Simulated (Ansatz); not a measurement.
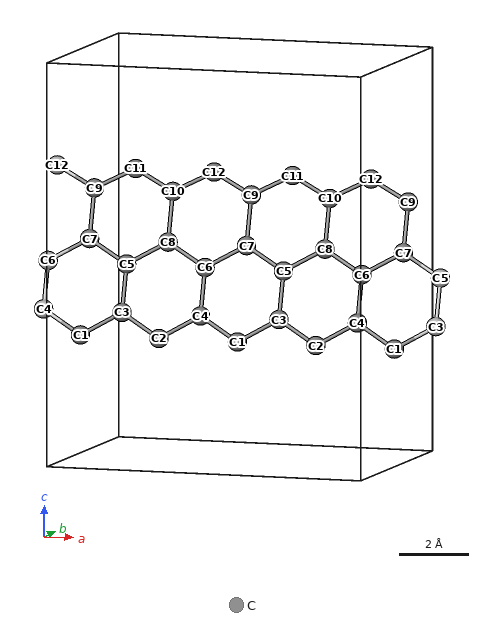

*The input geometry (ball-and-stick view of the 2 repeat of the cell, with the vacuum cut short, seen slightly off an axis; neighbours outside the cell are drawn fainter; atoms are numbered from 1 in the order of the input). An atom can appear more than once, as a periodic image.*

Near neighbours in the periodic cell (some may lie outside the picture): C has 2 C at 1.38 to 1.42 Å; C has 3 C at 1.38 to 1.49 Å.

**Single-point calculation of C**

- system: C (slab, 12 atoms in the cell)
- method: DFT PBE, scalar-relativistic, plane waves, PAW, PAW set soft_1, no spin polarisation (Ansatz 0.2.0)

The structure derives from a Materials Project entry. Figures and captions count atoms from 1; the log counts them from 0 in places.

### Output
```
Engine: ansatz 0.2.0, aarch64-unknown-linux-gnu
Pseudopotentials: kind: paw
Pseudopotential: C, paw, valence charge 4, recommended cutoff 420 eV (normal), [file]
Functional definition: PBE
  parameter kappa = 0.804
  parameter beta = 0.06672455060314922
  exchange = pbe_x(kappa = kappa, mu = beta*pi^2/3)
  correlation = pbe_c(beta = beta)
Crystal: 12 atoms, lattice volume = 879.360 Å³
Basis set: ecut = 420 eV, 17169 PW (Γ), exchange–correlation on 72×120×288 points (8 copies of the dense FFT grid, shifted against one another)
Bands: 36, of which v1, the nominal top of the filled ones, is band 24 counted from 1 (23 counted from 0)
Symmetry: 2 space group operations
Space group: Cm (ITA 8), of the structure as read, at distance tolerance 9.6e-5 Å
k-points: 10 of 18 (time reversal used)
Non-local potential: C, projectors of the file, l = 0: 2, l = 1: 2, l = 2: 1
PAW form: soft (Blöchl's): semilocal exchange-correlation on the pseudo side does not see the compensation charge
PAW one-centre angular grid: C, 110 points (default); XC on 64 Gauss nodes
Initial density: superposition of atomic densities (neutral atoms: chi_scale 0, normalization atom)
Initial wavefunctions: pseudopotential atomic-orbital guess
Functional: x = pbe(κ = 0.804, μ = 0.2195149727645171), c = pbe(β = 0.06672455060314922)
SCF iter   1: F=—  HF=-3004.615271 eV  |F-HF|=—  |Δ(HF+E_count)|=         —  Δρ=4.31e-2  dr2=1.71e1  ethr=3.10e-3  p=0.000 e·Å  D=5.55e-8 V/Å  ΔV_dip=-0.00 eV  dr2_dipole=6.20e-1  V_vac-E_F(+/−)=8.67/8.67 eV  ⟨swp⟩=10.3  Hψ=2229  notcnv=0  defer=22
efield: sawtooth ramp at fractional position 0.7952 (placed from the atoms, in the widest stretch of the axis that holds none; the zero of the levels goes with the place), width 0.0400; the density the first Hamiltonian is built on has a dipole p = 0.000 e·Å; the dipole correction subtracts the counter field D = 5.55e-8 V/Å, which shifts the + side's vacuum level by -0.00 eV against the − side's; the planar-averaged density in the ramp window peaks in size at 2.4e-7 e/Å³
preconditioner: auto → LDOS  [insulator: Δε(μ)=0.130 eV  Ē_g=13.304 eV  σ=0.100 eV  W_gap=0.64  n_scr=76 (ndim 8)  ℏωp=8.5 eV  f_vac=0.776  D(μ)=9.70/eV (n_scr^D=30)  ε∞_Penn≈1.4  β→1.0]
SCF iter   2: F=—  HF=-2998.583821 eV  |F-HF|=—  |Δ(HF+E_count)|=    6.03e0  Δρ=1.19e-2  dr2=2.01e0  ethr=3.10e-3  p=0.129 e·Å  D=2.65e-2 V/Å  ΔV_dip=-0.54 eV  dr2_dipole=1.01e-1  V_vac-E_F(+/−)=6.47/7.01 eV  ⟨swp⟩=4.8  Hψ=1014  notcnv=0  defer=46
SCF iter   3: F=—  HF=-2998.545699 eV  |F-HF|=—  |Δ(HF+E_count)|=   3.81e-2  Δρ=3.97e-3  dr2=4.28e-1  ethr=3.10e-3  p=0.092 e·Å  D=1.88e-2 V/Å  ΔV_dip=-0.38 eV  dr2_dipole=1.75e-2  V_vac-E_F(+/−)=6.49/6.87 eV  ⟨swp⟩=3.9  Hψ=762  notcnv=0  defer=42
SCF iter   4: F=—  HF=-2998.500251 eV  |F-HF|=—  |Δ(HF+E_count)|=   4.54e-2  Δρ=2.86e-3  dr2=2.09e-1  ethr=8.92e-4  p=0.101 e·Å  D=2.08e-2 V/Å  ΔV_dip=-0.42 eV  dr2_dipole=1.98e-2  V_vac-E_F(+/−)=6.11/6.53 eV  ⟨swp⟩=3.2  Hψ=490  notcnv=0  defer=43
SCF iter   5: F=—  HF=-2998.477023 eV  |F-HF|=—  |Δ(HF+E_count)|=   2.32e-2  Δρ=1.41e-3  dr2=4.26e-2  ethr=4.36e-4  p=0.096 e·Å  D=1.97e-2 V/Å  ΔV_dip=-0.40 eV  dr2_dipole=1.03e-4  V_vac-E_F(+/−)=5.92/6.32 eV  ⟨swp⟩=2.3  Hψ=370  notcnv=0  defer=43
SCF iter   6: F=—  HF=-2998.471193 eV  |F-HF|=—  |Δ(HF+E_count)|=   5.83e-3  Δρ=1.08e-3  dr2=2.16e-2  ethr=8.86e-5  p=0.094 e·Å  D=1.93e-2 V/Å  ΔV_dip=-0.39 eV  dr2_dipole=2.93e-3  V_vac-E_F(+/−)=5.84/6.23 eV  ⟨swp⟩=4.0  Hψ=611  notcnv=0  defer=37
SCF iter   7: F=—  HF=-2998.469977 eV  |F-HF|=—  |Δ(HF+E_count)|=   1.22e-3  Δρ=3.73e-4  dr2=1.97e-3  ethr=4.49e-5  p=0.090 e·Å  D=1.86e-2 V/Å  ΔV_dip=-0.38 eV  dr2_dipole=1.17e-4  V_vac-E_F(+/−)=5.86/6.23 eV  ⟨swp⟩=2.1  Hψ=416  notcnv=0  defer=36
SCF iter   8: F=—  HF=-2998.469781 eV  |F-HF|=—  |Δ(HF+E_count)|=   1.96e-4  Δρ=1.64e-4  dr2=3.83e-4  ethr=4.10e-6  p=0.091 e·Å  D=1.87e-2 V/Å  ΔV_dip=-0.38 eV  dr2_dipole=2.63e-5  V_vac-E_F(+/−)=5.88/6.26 eV  ⟨swp⟩=2.7  Hψ=563  notcnv=0  defer=36
SCF iter   9: F=—  HF=-2998.469800 eV  |F-HF|=—  |Δ(HF+E_count)|=   1.93e-5  Δρ=5.81e-5  dr2=6.64e-5  ethr=7.98e-7  p=0.091 e·Å  D=1.87e-2 V/Å  ΔV_dip=-0.38 eV  dr2_dipole=9.27e-6  V_vac-E_F(+/−)=5.88/6.26 eV  ⟨swp⟩=2.5  Hψ=465  notcnv=0  defer=36
SCF iter  10: F=—  HF=-2998.469843 eV  |F-HF|=—  |Δ(HF+E_count)|=   4.21e-5  Δρ=2.46e-5  dr2=1.67e-5  ethr=1.38e-7  p=0.091 e·Å  D=1.88e-2 V/Å  ΔV_dip=-0.38 eV  dr2_dipole=2.72e-6  V_vac-E_F(+/−)=5.89/6.27 eV  ⟨swp⟩=2.0  Hψ=516  notcnv=0  defer=36
SCF iter  11: F=—  HF=-2998.469843 eV  |F-HF|=—  |Δ(HF+E_count)|=   2.07e-7  Δρ=7.70e-6  dr2=1.04e-6  ethr=3.48e-8  p=0.091 e·Å  D=1.88e-2 V/Å  ΔV_dip=-0.38 eV  dr2_dipole=7.37e-8  V_vac-E_F(+/−)=5.89/6.27 eV  ⟨swp⟩=1.0  Hψ=323  notcnv=0  defer=36
SCF iter  12: F=—  HF=-2998.469844 eV  |F-HF|=—  |Δ(HF+E_count)|=   1.20e-6  Δρ=3.01e-6  dr2=1.55e-7  ethr=2.16e-9  p=0.092 e·Å  D=1.88e-2 V/Å  ΔV_dip=-0.38 eV  dr2_dipole=9.21e-9  V_vac-E_F(+/−)=5.89/6.27 eV  ⟨swp⟩=2.0  Hψ=375  notcnv=0  defer=36
SCF iter  13: F=-2998.469844 eV  HF=-2998.469844 eV  |F-HF|=1.28e-8  |Δ(HF+E_count)|=   1.16e-7  Δρ=1.83e-6  dr2=7.02e-8  ethr=2.08e-10  p=0.092 e·Å  D=1.89e-2 V/Å  ΔV_dip=-0.38 eV  dr2_dipole=8.49e-9  V_vac-E_F(+/−)=5.89/6.27 eV  ⟨swp⟩=32.4  Hψ=4015  notcnv=0
SCF 1 converged in 13 iterations: F = -2998.469844 eV  dr2 = 7.02e-8
  greatest PAW one-centre occupation: 0.698 electrons in one spin orbital (limit 2), on the C atom at site 11 (counted from 0), in its partial waves of l = 0
```

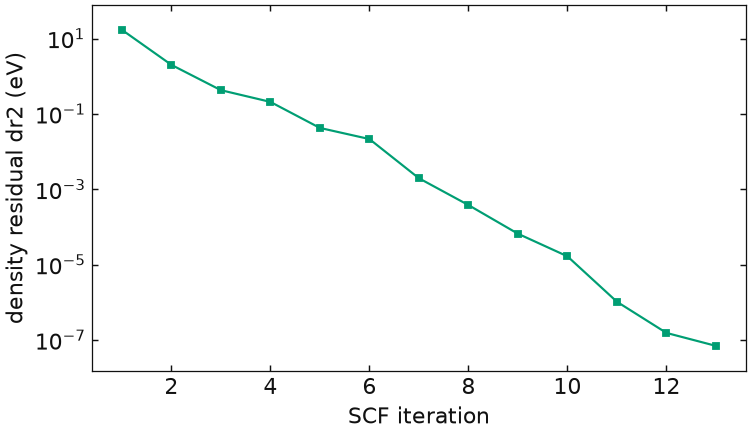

*Convergence of the self-consistent field: density residual dr2 against the SCF iteration.*

The residual falls at every step.

```
WARN: The output density's exchange-correlation potential varies sharply where the density is thin. Do not read a vacuum level from v_tot or v_xc, or from such a field of the output density. On a cell that repeats whose density bears no net charge and no dipole along the vacuum's axis use v_es (v_loc + v_h of the components); under efield.dipole_correction with no amplitude use v_es + v_field, which holds any external_charges[].barrier, or the levels of the report's work_function block, which leave it out; under a non-zero efield.amplitude the vacuum is tilted and has no level; on a cell that repeats and bears such a dipole with no correction it is tilted too, and efield.dipole_correction with no amplitude gives each side of its ramp a level where efield: is served; in a cell that repeats whose density bears a net charge (total_charge, or a fill off its count) it is curved and has none; of a slab under crystal.periodic whose density bears no net charge use v_es, which has a level on each side, short of where the two are joined; of another it falls or rises all the way out and has none; of a slab beside external_charges read slab_vacuum_level instead, which it has where they leave it neutral. The grid or the basis barely resolves most such structure, and the values can differ between equally converged runs; as a rule a tighter scf.convergence.dr2_threshold does not remove it. Where the density itself ripples (under the LDA too) a higher basis.ecutwfc lessens it. The files hold the spikes' plane waves up to the density's cutoff. Files: v_tot_of_output_density and the like, and their columns of v_z.tsv (output.write_potential); v_xc_of_output_density and the like, and their columns of v_comp_z.tsv (output.write_potential_components). Measured: with its Gaussian average of σ = 0.25 Å subtracted twice, the exchange-correlation potential is over 0.1 eV at 2154 of the grid points where the equally averaged density (valence and model cores) is under 1e-3 e/Å³, and 0.473 eV at the most among them, at an averaged density of 4.2e-6 e/Å³. The input density's (outcome.potential() and, of a run that writes arrays, v_tot and v_xc) is over 0.1 eV, so measured, at 2036 points of its own thin density, 0.428 eV at the most. See output.write_potential in the manual, Limitations
SCF converged after 13 iterations
Free energy (F): -2998.469844 eV
Harris-Foulkes:  -2998.469844 eV  (|F-HF|=1.28e-8)
Internal energy: -2998.408195 eV  (E = F + TS)
E sigma→0 (E₀):  -2998.439020 eV
Entropy (-TS):   -0.061649 eV (-5.137 meV/atom)
Fermi energy:    -4.427365 eV
Dipole field:    D = 0.018801 V/Å  (p = 0.091366 e·Å, saw-weighted, corrected)
Work function:   Φ+ = 5.8874 eV   Φ− = 6.2689 eV
Levels:          The Fermi level and band energies are counted from a zero that moves with the ramp; work functions are not
--- Per-component energies (eV) ---
  E_band       = -594.605727
  E_kinetic    = 1035.959536
  E_local      = -13926.572762  (includes V_loc(G=0)·N_el)
  E_nonlocal   = 286.910126
  E_hartree    = 6390.642659
  E_xc         = -553.876269
  E_vxc        = -680.724239  (∫ρ·V_xc dr)
  E_paw        = -1198.955162  (= ΣΔE_a)
  E_vpaw       = -91.447953  (= ΣTr[D̂ρ^β])
  E_aug_tail   = 0.000189  (compensation charges beyond the density's cutoff)
  E_efield     = 0.000859  (sawtooth field / dipole correction)
  E_vefield    = -0.015401  (∫n·V_field dr)
  E_ewald      = 4967.482628
  E_smearing   = -0.061649  (= −TS)
  E_closure    = 0.000000  (closes the sum)
  Σ components = -2998.469844   (vs F -2998.469844, Δ=0.00e0)
--- Forces (eV/Å), atoms counted from 1 ---
  atom   1  C      0.00002204     0.42148143     1.70663342
  atom   2  C      0.00002204     0.42148143     1.70663342
  atom   3  C     -0.00001671    -0.80270276    -3.20885243
  atom   4  C     -0.00001671    -0.80270276    -3.20885243
  atom   5  C     -0.00048234     0.38020597     1.49492437
  atom   6  C     -0.00048234     0.38020597     1.49492437
  atom   7  C      0.00044212    -0.00705103    -0.01384407
  atom   8  C      0.00044212    -0.00705103    -0.01384407
  atom   9  C     -0.00009846     0.01514748     0.02542847
  atom  10  C     -0.00009846     0.01514748     0.02542847
  atom  11  C      0.00013337    -0.00703132    -0.00420105
  atom  12  C      0.00013337    -0.00703132    -0.00420105
  max |Σ_I F_I| component: 1.77e-4 eV/Å
--- Band table (eV; the first three rows and the last of 10) ---
  k-point 0: bands = ["-23.0263", "-21.3353", "-18.9944", "-18.8682", "-18.8192", "-17.1992", "-16.9850", "-15.2055", "-15.1855", "-14.5746", "-11.4787", "-11.3243", "-11.0066", "-10.5390", "-10.3027", "-9.3059", "-9.1270", "-7.6439", "-7.3221", "-6.4579", "-6.3875", "-4.8707", "-4.7396", "-4.7043", "-3.8134", "-3.7705", "-3.4165", "-1.9911", "-1.5078", "-0.4413", "-0.0227", "1.0102", "1.4582", "1.9164", "2.1249", "2.3049"]
  k-point 1: bands = ["-23.0263", "-21.3353", "-18.9944", "-18.8682", "-18.8192", "-17.1992", "-16.9850", "-15.2055", "-15.1855", "-14.5746", "-11.4786", "-11.3243", "-11.0067", "-10.5390", "-10.3026", "-9.3059", "-9.1270", "-7.6440", "-7.3222", "-6.4579", "-6.3875", "-4.8706", "-4.7394", "-4.7043", "-3.8134", "-3.7696", "-3.4165", "-1.9911", "-1.5078", "-0.4445", "0.2627", "1.0451", "1.3114", "1.6624", "1.8739", "2.2519"]
  k-point 2: bands = ["-22.9051", "-21.2183", "-20.0588", "-18.8869", "-18.5506", "-17.1733", "-16.3334", "-15.7321", "-14.4914", "-13.8821", "-12.1282", "-10.8594", "-10.8053", "-10.7665", "-10.5357", "-9.5997", "-9.1602", "-8.1311", "-7.5661", "-7.1733", "-6.2355", "-4.9529", "-4.6611", "-4.5270", "-3.9437", "-3.8299", "-3.5064", "-1.6691", "-0.4954", "-0.2025", "0.1469", "1.1837", "1.6260", "2.0199", "2.2834", "2.4713"]
  k-point 9: bands = ["-21.9413", "-21.9413", "-20.2902", "-20.2902", "-18.0308", "-18.0308", "-14.3747", "-14.3747", "-13.1357", "-13.1357", "-12.4832", "-12.4831", "-10.9189", "-10.9188", "-10.2017", "-10.2017", "-9.7036", "-9.7035", "-8.0278", "-8.0278", "-6.0012", "-6.0012", "-4.4740", "-4.4739", "-4.3787", "-4.3786", "-1.3841", "-1.3839", "1.2485", "1.2560", "1.5864", "1.9961", "2.2813", "2.5828", "2.9302", "2.9848"]
```

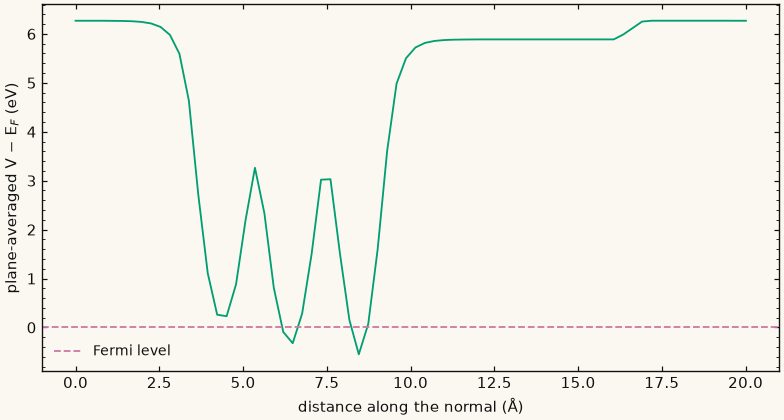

*Plane average of the electrostatic potential energy of an electron across the cell, from the Fermi level.*

The vacuum level lies 5.89 eV above the Fermi level on the upper side and 6.27 eV on the lower.

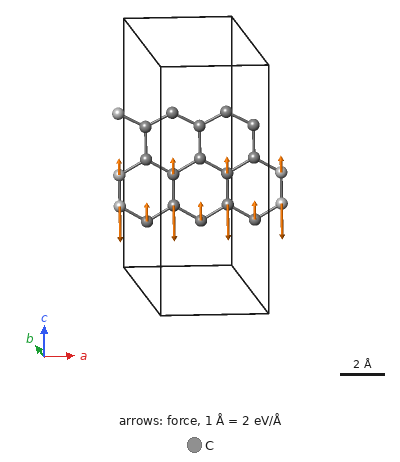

*Forces on the atoms as orange arrows (ball-and-stick view of the cell of the calculation, with the vacuum cut short, seen slightly off an axis; neighbours outside the cell are drawn fainter); the smallest are left out.*

The largest act on C3, C4 (3.31 eV/Å); C1, C2 (1.76 eV/Å); C5, C6 (1.54 eV/Å). Atoms are counted from 1 in the order of the input and aren't labelled in the picture. The geometry is not a stationary point of this energy.

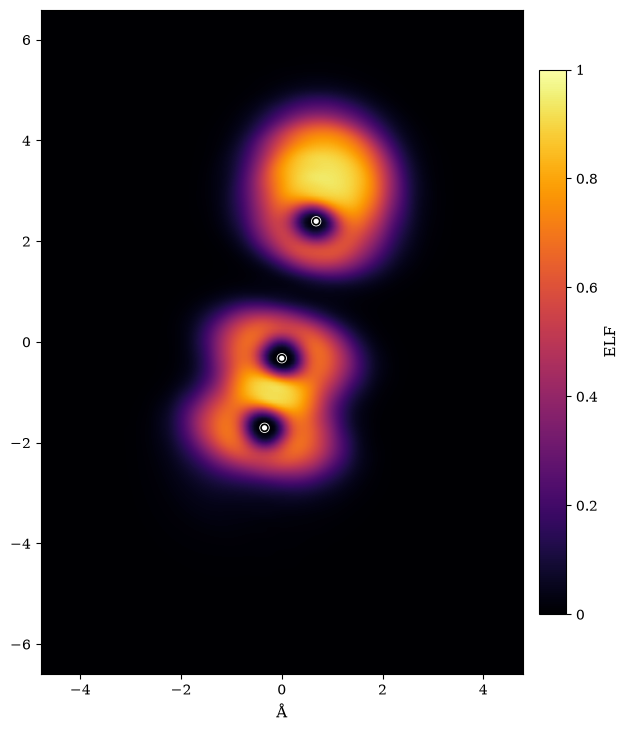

*ELF on the (100) plane of the calculation cell, a cut from vacuum to vacuum. Circles mark the nuclei in the plane (C).*

The fields are those of the smooth PAW valence density.

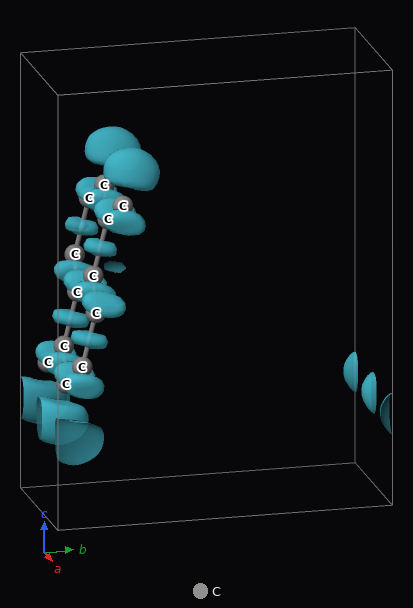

*Isosurface of the electron localisation function at 0.85 (cyan), seen slightly off an axis. Core shells and regions of very low density are left out. Sticks mark near contacts.*

Values along the shortest contacts: C–C (1.38 Å): the ELF peaks at about 0.90 between the atoms (localised, shared-pair bonding). C–C (1.42 Å): the ELF peaks at about 0.90 between the atoms, which marks a shared electron pair.

The run was set up as follows.

### The input
```yaml
crystal:
  lattice:
    - [4.9326910638, 0.0, 0.0]
    - [-1.2331727659, 8.7858796652, 0.0]
    - [0.0, 0.0, 20.2907143276]
  atoms:
    - { symbol: C, position: [0.0197005045, 0.0788020181, 0.1971345087] }
    - { symbol: C, position: [0.5197005045, 0.0788020181, 0.1971345087] }
    - { symbol: C, position: [0.2746256306, 0.0985025226, 0.2311704171] }
    - { symbol: C, position: [0.7746256306, 0.0985025226, 0.2311704171] }
    - { symbol: C, position: [0.2844758829, 0.1379035317, 0.2992422339] }
    - { symbol: C, position: [0.7844758829, 0.1379035317, 0.2992422339] }
    - { symbol: C, position: [0.0392966974, 0.1571967136, 0.3324023517] }
    - { symbol: C, position: [0.5392966974, 0.1571967136, 0.3324023517] }
    - { symbol: C, position: [0.0496769426, 0.1987212268, 0.4035397394] }
    - { symbol: C, position: [0.5496769426, 0.1987212268, 0.4035397394] }
    - { symbol: C, position: [0.3040736089, 0.2163107297, 0.4332382875] }
    - { symbol: C, position: [0.8040736089, 0.2163107297, 0.4332382875] }
basis:
  ecutwfc: 420
kpoints:
  mp_grid: { grid: [6, 3, 1] }
hamiltonian:
  xc: pbe
  pseudopotentials: { kind: paw, azcp: { folder: soft_1 } }
scf:
  occupations: { method: gaussian, width: 0.1 }
output:
  forces: true
  eigenvalues: true
  write_density: true
  write_potential: true
  elf: true
  volumetric_format: npy
efield:
  axis: 3
  dipole_correction: true
  ramp_width: 0.04
```

Launched with:
```bash
ansatz run input.yaml --threads 4 --pin off --max-ram 12288MiB --backend cpu --events-out ev --progress --plain --runs-dir out
```

### Results in brief

| quantity | value |
| --- | --- |
| outcome | converged |
| electrons treated | 48 |
| free energy | −2998.4698 eV |
| work function, top face | 5.89 eV |
| work function, bottom face | 6.27 eV |
| Fermi energy | −4.427 eV |
| gap on the k-point mesh | 0.10 eV |
| work function (upper face) | 5.89 eV |
| largest force (length of the vector) | 3.308 eV/Å |
| hardware | 4 threads of Arm Neoverse V2, 24 GiB of memory available, shared host |
| wall time | 11 s (CPU time 41 s) |
| peak memory | 1.1 GiB |

### Remarks

Warnings of the run: the exchange-correlation potential is rough where the density is thin.
